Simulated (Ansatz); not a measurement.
**Geometry relaxation of Ru (part 2 of 2)**

Ru (P6₃/mmc, 2 atoms in the cell); DFT PBE+D3(BJ), scalar-relativistic, plane waves, PAW, no spin polarisation (Ansatz 0.2.0); cutoff 420 eV, 18×18×10 k-mesh, Gaussian smearing of 0.1 eV. The structure derives from an entry of the Crystallography Open Database.

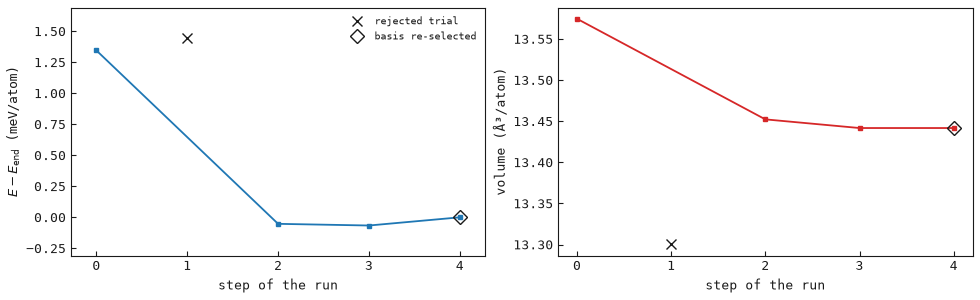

*Progress of the relaxation, step by step (the first geometry is step 0 here and step 1 in the log).*

After 3 geometry steps the energy has fallen by 1.4 meV per atom. All forces vanish by symmetry, so only the cell relaxes. Pressure: −3.21 GPa at the start and 0.01 GPa at the end. The line search rejected the trial step at point 1 (counted from 0) and went back. The atoms keep their places relative to the cell (all moves are under 0.005 Å). A last SCF at the same geometry on a re-selected plane-wave basis shifts the energy by +0.1 meV per atom.

```
basis re-selected at this cell: Δ(F+E_penalty+E_count) = +1.325e-4 eV, ΔP = +0.008 GPa vs the last step (what re-selecting the basis moved, of the pressure what is left beyond the Pulay correction that the steps carried, after the strain that the cell walked since its last selection, with what the two solves' SCF thresholds leave and, on support functions, any second-order correction that the steps lacked; it is no measure of the basis error at this ecutwfc). This SCF's stress stands 1.38e-2 GPa from its target on what of the cell is left free (relax.cell.stress_tol is 5.00e-2 GPa) and its largest allowed force component is 3.70e-17 eV/Å (relax.f_tol is 5.00e-3 eV/Å): within both
SCF converged after 8 iterations
Free energy (F): -11758.626476 eV
Harris-Foulkes:  -11758.626476 eV  (|F-HF|=3.64e-12)
Internal energy: -11758.617491 eV  (E = F + TS)
E sigma→0 (E₀):  -11758.621983 eV
Entropy (-TS):   -0.008984 eV (-4.492 meV/atom)
Fermi energy:    23.807068 eV
--- Per-component energies (eV) ---
  E_band       = -97.692144
  E_kinetic    = 1029.772233
  E_local      = -2494.845812  (includes V_loc(G=0)·N_el)
  E_nonlocal   = 685.995074
  E_hartree    = 802.014114
  E_xc         = -381.767150
  E_vxc        = -479.371236  (∫ρ·V_xc dr)
  E_paw        = -6921.441090  (= ΣΔE_a)
  E_vpaw       = -443.270229  (= ΣTr[D̂ρ^β])
  E_aug_tail   = -0.000403  (compensation charges beyond the density's cutoff)
  E_ewald      = -4477.082868
  E_disp       = -1.261589  (pairwise vdW)
  E_smearing   = -0.008984  (= −TS)
  E_closure    = -0.000000  (closes the sum)
  Σ components = -11758.626476   (vs F -11758.626476, Δ=0.00e0)
--- Forces (eV/Å), atoms counted from 1 ---
  atom   1  Ru     0.00000000     0.00000000     0.00000000
  atom   2  Ru     0.00000000    -0.00000000     0.00000000
  max |Σ_I F_I| component: 4.63e-18 eV/Å
--- Stress (GPa, compression-positive) ---
        0.013777       0.000000       0.000000
       -0.000000       0.013777       0.000000
        0.000000       0.000000       0.012914
  P = ⅓ Tr σ = 0.0135 GPa (0.135 kbar)
--- Band table (eV; the first three rows and the last of 222) ---
  k-point 0: bands = ["-49.3409", "-49.1263", "-19.8498", "-18.8823", "-18.8823", "-18.7058", "-18.7058", "-18.6627", "15.7692", "17.5307", "21.1759", "21.1759", "21.3628", "21.8709", "21.8709", "22.3970", "22.3970", "25.0163", "25.0163", "25.1238"]
  k-point 1: bands = ["-49.3357", "-49.1316", "-19.8221", "-18.8780", "-18.8780", "-18.7102", "-18.7102", "-18.6932", "15.8829", "17.5693", "21.1054", "21.1054", "21.3056", "21.8027", "21.8027", "22.5574", "22.5574", "24.7428", "25.0241", "25.0241"]
  k-point 2: bands = ["-49.3207", "-49.1471", "-19.7412", "-18.8656", "-18.8656", "-18.7814", "-18.7228", "-18.7228", "16.2107", "17.6732", "20.9818", "20.9818", "21.1534", "21.6251", "21.6251", "22.9418", "22.9418", "23.8154", "25.0165", "25.0165"]
  k-point 221: bands = ["-49.1097", "-49.1097", "-19.5997", "-19.5997", "-19.3272", "-19.3272", "-18.8662", "-18.8662", "19.0512", "19.0512", "19.6416", "19.6416", "21.0654", "21.0654", "22.6085", "22.6085", "25.0608", "25.0608", "32.3463", "32.3463"]
--- Relaxed structure (4 steps of the walk, 3 accepted, 1 SCFs on fresh bases) ---
  F+E_penalty+E_count = -11758.62647563 eV   max|allowed force component| = 3.701e-17 eV/Å   (the final SCF, on the basis selected at the relaxed cell)
  cell:  # Å, volume = 26.8835 Å³
    - [2.6975947742295268, 0.0, 0.0]
    - [-1.3487973871147634, 2.3361856035989175, 0.0]
    - [0.0, 0.0, 4.265817996307049]
  atoms:
    - { symbol: Ru, position: [0.3333333333333333, 0.6666666666666666, 0.25] }
    - { symbol: Ru, position: [0.6666666666666666, 0.3333333333333333, 0.7499999999999999] }
```

Trajectory as extended XYZ (Å, eV, eV/Å), 5 frames, from step=1 to step=5
```
2
Lattice="2.7058 0.0000 0.0000 -1.3529 2.3433 0.0000 0.0000 0.0000 4.2819" Properties=species:S:1:pos:R:3:forces:R:3 step=1 energy=-11758.62378 pressure_GPa=-3.21
Ru    0.0000    1.5622    1.0705    0.0000   0.0000   0.0000
Ru    1.3529    0.7811    3.2114    0.0000   0.0000   0.0000
2
Lattice="2.6877 0.0000 0.0000 -1.3439 2.3277 0.0000 0.0000 0.0000 4.2519" Properties=species:S:1:pos:R:3:forces:R:3 step=2 energy=-11758.62358 pressure_GPa=3.62 accepted=F
Ru    0.0000    1.5518    1.0630    0.0000   0.0000   0.0000
Ru    1.3439    0.7759    3.1889    0.0000   0.0000   0.0000
2
Lattice="2.6982 0.0000 0.0000 -1.3491 2.3367 0.0000 0.0000 0.0000 4.2673" Properties=species:S:1:pos:R:3:forces:R:3 step=3 energy=-11758.62658 pressure_GPa=-0.26
Ru    0.0000    1.5578    1.0668    0.0000   0.0000   0.0000
Ru    1.3491    0.7789    3.2005    0.0000   0.0000   0.0000
2
Lattice="2.6976 0.0000 0.0000 -1.3488 2.3362 0.0000 0.0000 0.0000 4.2658" Properties=species:S:1:pos:R:3:forces:R:3 step=4 energy=-11758.62661 pressure_GPa=0.01
Ru    0.0000    1.5575    1.0665    0.0000   0.0000   0.0000
Ru    1.3488    0.7787    3.1994    0.0000   0.0000   0.0000
2
Lattice="2.6976 0.0000 0.0000 -1.3488 2.3362 0.0000 0.0000 0.0000 4.2658" Properties=species:S:1:pos:R:3:forces:R:3 step=5 energy=-11758.62648 pressure_GPa=0.01
Ru    0.0000    1.5575    1.0665    0.0000   0.0000   0.0000
Ru    1.3488    0.7787    3.1994    0.0000   0.0000   0.0000
```

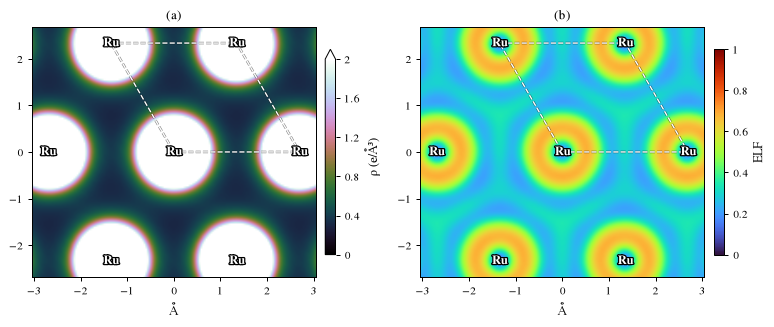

*(a) valence charge density (pseudo); (b) ELF on the (001) plane of the conventional cell.*

The section cuts through Ru sites. Ru–Ru (2.70 Å): the density is about 0.39 e/Å³ at the midpoint; the ELF is about 0.30 at the midpoint; no localised pair between them. Away from the nuclei the density in this plane falls to 0.3 e/Å³ at its lowest. The strong features right at Ru lie inside the PAW spheres (semicore, d or f shells) and say nothing about bonding. The fields are those of the smooth PAW valence density.

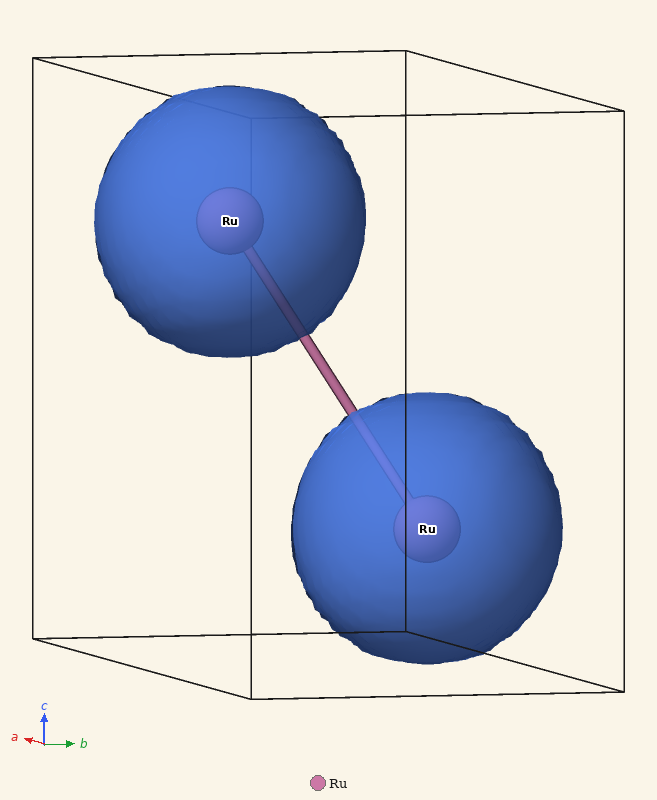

*Isosurface of the valence charge density (pseudo) at 0.8 e/Å³ (blue), seen at an oblique angle. Sticks mark near contacts. The outline is the cell set on symmetry axes.*

At this value the density breaks into separate islands; it holds about 75 % of the electrons treated as valence (semicore included). It is pinched off along the Ru–Ru (2.64 Å) and Ru–Ru (2.70 Å) contacts. On the grid the lowest density along these lines, outside the cores, is 0.43 e/Å³ (Ru–Ru, 2.64 Å) and 0.39 e/Å³ (Ru–Ru, 2.70 Å).

This output came from the following input.

Input file
```yaml
crystal:
  lattice:
    - [2.7057993342, 0.0, 0.0]
    - [-1.3528996671, 2.343290961, 0.0]
    - [0.0, 0.0, 4.2819]
  atoms:
    - { symbol: Ru, position: [0.3333333333, 0.6666666667, 0.25] }
    - { symbol: Ru, position: [0.6666666667, 0.3333333333, 0.75] }
basis:
  ecutwfc: 420
kpoints:
  mp_grid: { grid: [18, 18, 10] }
hamiltonian:
  xc: pbe
  dispersion: d3bj
scf:
  occupations: { method: gaussian, width: 0.1 }
output:
  forces: true
  stress: true
  eigenvalues: true
  write_density: true
  write_potential: true
  elf: true
  volumetric_format: npy
relax:
  adjacent_minimum: "off"
  f_tol: 0.005
  max_steps: 80
  cell: { stress_tol: 0.05 }
```

Launch command:
```bash
ansatz run input.yaml --threads 8 --pin off --max-ram 20480MiB --backend cpu --events-out ev --progress --plain --runs-dir out
```

Summary

```csv
quantity,value
outcome,converged
space group (tolerance 0.01 Å),P6₃/mmc (194)
electrons treated,32
free energy,−11758.6265 eV
Fermi energy,23.807 eV
gap on the k-point mesh,none (metallic)
pressure,0.01 GPa
final volume,26.88 Å³
largest force (length of the vector) at the end,under 0.001 eV/Å
final cell,"a = 2.698 Å, b = 2.698 Å, c = 4.266 Å, α = 90.00°, β = 90.00°, γ = 120.00°"
hardware,"8 threads of Arm Neoverse V2, 24 GiB of memory available, shared host"
wall time,4.2 s (CPU time 29 s)
peak memory,0.43 GiB
```
